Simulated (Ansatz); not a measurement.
# Iron, bcc under LDA: testing the plane-wave cutoff, part 2 of 2

A convergence test of the plane-wave cutoff. The geometry was relaxed under LDA beforehand and stays fixed; 9 values are run, from 150 to 800 eV. Wanted are the values from which on the energy stays within 10 and 1 meV/atom, and the pressure within 0.5 GPa, of the last run. Within the series other settings stay, but some runs also write fields, which adds to their time. Spin polarisation is left out.

Ansatz 0.2.0; DFT LDA, plane waves with PAW, scalar-relativistic. The steps go on from the part before.

**7. Cutoff 350 eV**

The run at 350 eV.

The input, input.yaml:

```yaml
crystal:
  lattice:
    - [-1.3498227879, 1.3498227879, 1.3498227879]
    - [1.3498227879, -1.3498227879, 1.3498227879]
    - [1.3498227879, 1.3498227879, -1.3498227879]
  atoms:
    - { symbol: Fe, position: [0.0, 0.0, 0.0] }
hamiltonian:
  xc: lda
  pseudopotentials:
    kind: paw
    azcp:
      Fe: "pseudopotentials/Fe.paw.azcp"
basis:
  ecutwfc: 350
  fft_grid_basis: typed
kpoints:
  mp_grid: { grid: [16, 16, 16], shift: [0, 0, 0] }
magnetization:
  spin_polarized: false
scf:
  occupations: { method: fermi_dirac, width: 0.1 }
  lower_state_search: "off"
output:
  stress: true
```

Run with:

```bash
$ ansatz run input.yaml --threads 2 --pin off --max-ram 5120MiB --backend cpu --events-out ev --progress --plain --runs-dir out
```

The program printed (excerpt; [...] marks lines left out):

```text
Warning: basis.ecutwfc = 350 eV is below the records' recommended 420 eV, and the density's cutoff is lower with it unless basis.ecutrho_ratio is high enough to keep the records' density cutoff: compare with a run at a higher cutoff
Warning: <dir> the record states the generating functional pbe (its physics header spells it `PBE`), which answers neither for hamiltonian.xc's functional nor for the lda family's — results may be inconsistent (PPs are generated against a specific XC)
Warning: RAYON_NUM_THREADS=2 ignored (pool sized by the plan → 2); use --threads N
[...]
Pseudopotentials: kind: paw
Pseudopotential: Fe, paw, valence charge 16, recommended cutoff 420 eV (normal), <dir>
Functional definition: SPW92
[...]
Crystal: 1 atoms, lattice volume = 9.838 Å³
Basis set: ecut = 350 eV, 141 PW (Γ)
Bands: 12, of which v1, the nominal top of the filled ones, is band 8 counted from 1 (7 counted from 0)
Symmetry: 48 space group operations
Space group: Im-3m (ITA 229), of the structure as read, at distance tolerance 2.1e-5 Å
k-points: 145 of 4096
[...]
SCF iter   1: F=—  HF=-4419.667915 eV  |F-HF|=—  |Δ(HF+E_count)|=         —  Δρ=1.84e-2  dr2=1.55e-2  ethr=1.77e-3  ⟨swp⟩=4.9  Hψ=8801  notcnv=0
[...]
SCF iter   6: F=-4419.660813 eV  HF=-4419.660813 eV  |F-HF|=1.27e-11  |Δ(HF+E_count)|=  5.04e-10  Δρ=9.04e-7  dr2=1.64e-11  ethr=2.01e-11  ⟨swp⟩=1.8  Hψ=5349  notcnv=0
[...]
SCF converged after 6 iterations
Free energy (F): -4419.660813 eV
[...]
E sigma→0 (E₀):  -4419.612305 eV
Entropy (-TS):   -0.097015 eV (-97.015 meV/atom)
Fermi energy:    21.722734 eV
[...]
--- Stress (GPa, compression-positive) ---
        0.836793       0.000000      -0.000000
       -0.000000       0.836793       0.000000
       -0.000000      -0.000000       0.836793
  P = ⅓ Tr σ = 0.8368 GPa (8.368 kbar)
```

It took 0.55 s on 2 threads of Arm Neoverse V2, shared host; peak memory 0.26 GiB.

**8. Cutoff 420 eV**

The run at 420 eV.

input.yaml, as its differences from that of step 7:

```diff
@@ -14,3 +14,3 @@
 basis:
-  ecutwfc: 350
+  ecutwfc: 420
   fft_grid_basis: typed
@@ -25 +25,5 @@
   stress: true
+  write_density: true
+  write_potential: true
+  elf: true
+  volumetric_format: npy
```

Run with:

```bash
$ ansatz run input.yaml --threads 2 --pin off --max-ram 5120MiB --backend cpu --events-out ev --progress --plain --runs-dir out
```

The program printed (excerpt; [...] marks lines left out):

```text
Warning: <dir> the record states the generating functional pbe (its physics header spells it `PBE`), which answers neither for hamiltonian.xc's functional nor for the lda family's — results may be inconsistent (PPs are generated against a specific XC)
Warning: RAYON_NUM_THREADS=2 ignored (pool sized by the plan → 2); use --threads N
[...]
[... 3 set-up lines as earlier in the session ...]
[...]
Crystal: 1 atoms, lattice volume = 9.838 Å³
Basis set: ecut = 420 eV, 201 PW (Γ)
Bands: 12, of which v1, the nominal top of the filled ones, is band 8 counted from 1 (7 counted from 0)
[... 2 set-up lines as earlier in the session ...]
k-points: 145 of 4096
[...]
SCF iter   1: F=—  HF=-4419.712380 eV  |F-HF|=—  |Δ(HF+E_count)|=         —  Δρ=2.08e-2  dr2=2.03e-2  ethr=1.77e-3  ⟨swp⟩=4.9  Hψ=9350  notcnv=0
[...]
SCF iter   6: F=-4419.708326 eV  HF=-4419.708326 eV  |F-HF|=3.64e-12  |Δ(HF+E_count)|=  2.11e-10  Δρ=7.00e-7  dr2=2.25e-11  ethr=1.00e-11  ⟨swp⟩=5.3  Hψ=9323  notcnv=0
[...]
SCF converged after 6 iterations
Free energy (F): -4419.708326 eV
[...]
E sigma→0 (E₀):  -4419.660090 eV
Entropy (-TS):   -0.096474 eV (-96.474 meV/atom)
Fermi energy:    21.744572 eV
[...]
--- Stress (GPa, compression-positive) ---
        0.093178      -0.000000       0.000000
        0.000000       0.093178       0.000000
        0.000000       0.000000       0.093178
  P = ⅓ Tr σ = 0.0932 GPa (0.932 kbar)
--- Band table (eV; the first three rows and the last of 145) ---
  k-point 0: bands = ["-64.8367", "-30.8647", "-30.8647", "-30.8647", "12.4023", "19.7659", "19.7659", "19.7659", "21.6801", "21.6801", "47.2808", "47.2808"]
[...]
```

It took 0.87 s on 2 threads of Arm Neoverse V2, shared host; peak memory 0.27 GiB.

**9. Cutoff 500 eV**

The run at 500 eV.

input.yaml, as its differences from that of step 8:

```diff
@@ -14,3 +14,3 @@
 basis:
-  ecutwfc: 420
+  ecutwfc: 500
   fft_grid_basis: typed
@@ -25,5 +25 @@
   stress: true
-  write_density: true
-  write_potential: true
-  elf: true
-  volumetric_format: npy
```

Run with:

```bash
$ ansatz run input.yaml --threads 2 --pin off --max-ram 5120MiB --backend cpu --events-out ev --progress --plain --runs-dir out
```

The program printed (excerpt; [...] marks lines left out):

```text
Warning: <dir> the record states the generating functional pbe (its physics header spells it `PBE`), which answers neither for hamiltonian.xc's functional nor for the lda family's — results may be inconsistent (PPs are generated against a specific XC)
Warning: RAYON_NUM_THREADS=2 ignored (pool sized by the plan → 2); use --threads N
[...]
[... 3 set-up lines as earlier in the session ...]
[...]
Crystal: 1 atoms, lattice volume = 9.838 Å³
Basis set: ecut = 500 eV, 249 PW (Γ)
Bands: 12, of which v1, the nominal top of the filled ones, is band 8 counted from 1 (7 counted from 0)
[... 2 set-up lines as earlier in the session ...]
k-points: 145 of 4096
[...]
SCF iter   1: F=—  HF=-4419.713689 eV  |F-HF|=—  |Δ(HF+E_count)|=         —  Δρ=2.10e-2  dr2=2.07e-2  ethr=1.77e-3  ⟨swp⟩=5.1  Hψ=9168  notcnv=0
[...]
SCF iter   6: F=-4419.709662 eV  HF=-4419.709662 eV  |F-HF|=1.46e-11  |Δ(HF+E_count)|=  4.54e-10  Δρ=1.99e-6  dr2=1.83e-10  ethr=3.73e-11  ⟨swp⟩=2.2  Hψ=5197  notcnv=0
[...]
SCF converged after 6 iterations
Free energy (F): -4419.709662 eV
[...]
E sigma→0 (E₀):  -4419.661427 eV
Entropy (-TS):   -0.096472 eV (-96.472 meV/atom)
Fermi energy:    21.745154 eV
[...]
--- Stress (GPa, compression-positive) ---
        0.050149      -0.000000       0.000000
       -0.000000       0.050149       0.000000
       -0.000000      -0.000000       0.050149
  P = ⅓ Tr σ = 0.0501 GPa (0.501 kbar)
```

It took 0.75 s on 2 threads of Arm Neoverse V2, shared host; peak memory 0.27 GiB.

**10. Cutoff 600 eV**

The run at 600 eV.

input.yaml, as its differences from that of step 9:

```diff
@@ -14,3 +14,3 @@
 basis:
-  ecutwfc: 500
+  ecutwfc: 600
   fft_grid_basis: typed
```

Run with:

```bash
$ ansatz run input.yaml --threads 2 --pin off --max-ram 5120MiB --backend cpu --events-out ev --progress --plain --runs-dir out
```

The program printed (excerpt; [...] marks lines left out):

```text
Warning: <dir> the record states the generating functional pbe (its physics header spells it `PBE`), which answers neither for hamiltonian.xc's functional nor for the lda family's — results may be inconsistent (PPs are generated against a specific XC)
Warning: RAYON_NUM_THREADS=2 ignored (pool sized by the plan → 2); use --threads N
[...]
[... 3 set-up lines as earlier in the session ...]
[...]
Crystal: 1 atoms, lattice volume = 9.838 Å³
Basis set: ecut = 600 eV, 321 PW (Γ)
Bands: 12, of which v1, the nominal top of the filled ones, is band 8 counted from 1 (7 counted from 0)
[... 2 set-up lines as earlier in the session ...]
k-points: 145 of 4096
[...]
SCF iter   1: F=—  HF=-4419.714188 eV  |F-HF|=—  |Δ(HF+E_count)|=         —  Δρ=2.10e-2  dr2=2.07e-2  ethr=1.77e-3  ⟨swp⟩=4.9  Hψ=8930  notcnv=0
[...]
SCF iter   6: F=-4419.710180 eV  HF=-4419.710180 eV  |F-HF|=1.09e-11  |Δ(HF+E_count)|=   1.45e-9  Δρ=7.08e-7  dr2=3.49e-11  ethr=2.19e-11  ⟨swp⟩=2.9  Hψ=5389  notcnv=0
[...]
SCF converged after 6 iterations
Free energy (F): -4419.710180 eV
[...]
E sigma→0 (E₀):  -4419.661945 eV
Entropy (-TS):   -0.096470 eV (-96.470 meV/atom)
Fermi energy:    21.745265 eV
[...]
--- Stress (GPa, compression-positive) ---
        0.030886      -0.000000      -0.000000
       -0.000000       0.030886      -0.000000
        0.000000       0.000000       0.030886
  P = ⅓ Tr σ = 0.0309 GPa (0.309 kbar)
```

It took 0.83 s on 2 threads of Arm Neoverse V2, shared host; peak memory 0.29 GiB.

**11. Cutoff 800 eV**

The run at 800 eV.

input.yaml, as its differences from that of step 10:

```diff
@@ -14,3 +14,3 @@
 basis:
-  ecutwfc: 600
+  ecutwfc: 800
   fft_grid_basis: typed
```

Run with:

```bash
$ ansatz run input.yaml --threads 2 --pin off --max-ram 5120MiB --backend cpu --events-out ev --progress --plain --runs-dir out
```

The program printed (excerpt; [...] marks lines left out):

```text
Warning: <dir> the record states the generating functional pbe (its physics header spells it `PBE`), which answers neither for hamiltonian.xc's functional nor for the lda family's — results may be inconsistent (PPs are generated against a specific XC)
Warning: RAYON_NUM_THREADS=2 ignored (pool sized by the plan → 2); use --threads N
[...]
[... 3 set-up lines as earlier in the session ...]
[...]
Crystal: 1 atoms, lattice volume = 9.838 Å³
Basis set: ecut = 800 eV, 531 PW (Γ)
Bands: 12, of which v1, the nominal top of the filled ones, is band 8 counted from 1 (7 counted from 0)
[... 2 set-up lines as earlier in the session ...]
k-points: 145 of 4096
[...]
SCF iter   1: F=—  HF=-4419.714751 eV  |F-HF|=—  |Δ(HF+E_count)|=         —  Δρ=2.11e-2  dr2=2.09e-2  ethr=1.77e-3  ⟨swp⟩=4.8  Hψ=8885  notcnv=0
[...]
SCF iter   6: F=-4419.710781 eV  HF=-4419.710781 eV  |F-HF|=2.73e-12  |Δ(HF+E_count)|=   1.33e-9  Δρ=1.05e-6  dr2=6.18e-11  ethr=3.07e-11  ⟨swp⟩=2.0  Hψ=5098  notcnv=0
[...]
SCF converged after 6 iterations
Free energy (F): -4419.710781 eV
[...]
E sigma→0 (E₀):  -4419.662545 eV
Entropy (-TS):   -0.096473 eV (-96.473 meV/atom)
Fermi energy:    21.745505 eV
[...]
--- Stress (GPa, compression-positive) ---
        0.024838      -0.000000       0.000000
        0.000000       0.024838       0.000000
        0.000000       0.000000       0.024838
  P = ⅓ Tr σ = 0.0248 GPa (0.248 kbar)
```

Run time: 1.1 s. Hardware: 2 threads of Arm Neoverse V2, shared host; peak memory 0.31 GiB.

**12. Convergence table**

Energies count from the run at 800 eV.

| cutoff (eV) | plane waves at Γ | E(σ → 0) (meV/atom) | P (GPa) | SCF cycles | CPU time |
| --- | --- | --- | --- | --- | --- |
| 150 | 43 | 80273.50 | 486.10 | 7 | 0.9 s |
| 200 | 55 | 16041.45 | -85.28 | 6 | 0.73 s |
| 250 | 87 | 3172.60 | 7.88 | 6 | 0.77 s |
| 300 | 135 | 501.95 | 6.37 | 6 | 0.85 s |
| 350 | 141 | 50.24 | 0.84 | 6 | 0.93 s |
| 420 | 201 | 2.46 | 0.09 | 6 | 1.5 s |
| 500 | 249 | 1.12 | 0.05 | 6 | 1.3 s |
| 600 | 321 | 0.60 | 0.03 | 6 | 1.5 s |
| 800 | 531 | 0.00 | 0.02 | 6 | 2 s |

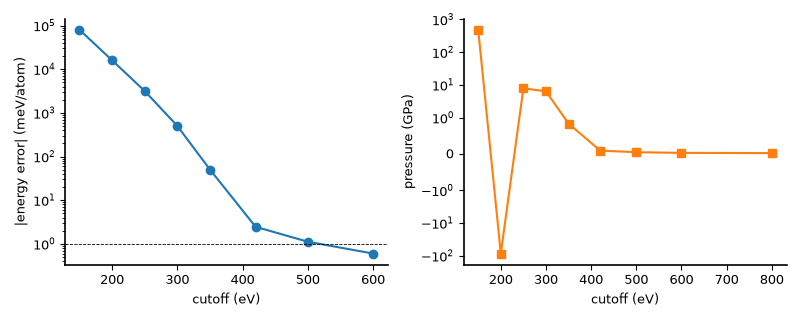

Energy and pressure against the plane-wave cutoff; the dashed line marks 1 meV/atom.

**13. What came out**

The summary covers parts 1 to 2.

| quantity | value |
| --- | --- |
| E(σ → 0) stays within 10 meV/atom of 800 eV | from 420 eV on |
| E(σ → 0) stays within 1 meV/atom | from 600 eV on |
| pressure stays within 0.5 GPa | from 420 eV on |
| pressure at 800 eV | 0.02 GPa |
| CPU time, dearest over cheapest | 2.8 |
| run at the usual settings (mesh 27×27×27 against the series' 16×16×16, 420 eV) | +2.1 meV/atom from 800 eV, 0.08 GPa |

What this shows: The far end, 150 eV, lies +80274 meV/atom and +486.1 GPa from the yardstick. The energy falls at each step up in cutoff, as the variational principle asks. Total energies within 1 meV/atom need 600 eV; differences between like structures often settle sooner. The cell taken over is 16 % smaller than the measured one (11.78 Å³/atom, COD), which weighs on all values here.

Real Fe is ferromagnetic; without spin these runs don't describe its ground state.
